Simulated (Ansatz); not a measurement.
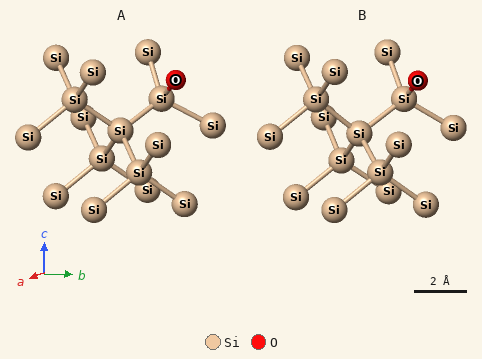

Two geometries of a defect cell of composition Si216O (cell charge +1), drawn at one scale. One is the start of a relaxation, the other its converged end. The picture is a ball-and-stick view of the atoms within 4.2 Å of the atom that moves most (axes of the cell of the calculation (origin shifted)), seen slightly off an axis.

Level of theory: Ansatz, DFT, PBEsol, PAW, plane waves. Settings: plane-wave cutoff 420 eV; k-point mesh 1 × 1 × 1; mesh shifted by (0.25, 0.25, 0.25); collinear spin; atoms relaxed in a fixed cell; force threshold 0.03 eV/Å; at most 80 steps.

**Which of the two is the end point?**

Structure B is the relaxed one. The atom that moves furthest is a Si atom (0.17 Å along [−1 −2 −3]). Largest moves by element: Si 0.17 Å, O 0.05 Å. The cell stays as it was. Near-neighbour distances that change, for instance: Si–Si 2.207 → 2.329 Å, Si–Si 2.383 → 2.323 Å, Si–Si 2.320 → 2.357 Å, Si–Si 2.361 → 2.331 Å. Among the angles between lasting bonds that change: Si–Si–Si 115.0° → 110.3°, Si–Si–Si 119.8° → 115.5°, Si–Si–O 98.9° → 103.1°. The energy falls by 2.268 eV per cell of the calculation in 4 geometry steps. The largest force component goes from 2 to 0.022 eV/Å. The program noted that the starting moments weren't kept. Cost: 52 s on 1 × NVIDIA GB300 with 8 threads of Arm Neoverse-V2, peak memory 3.4 GiB.

Limits of the set-up: the cell is charged, on a uniform background, and energies carry no finite-size correction.
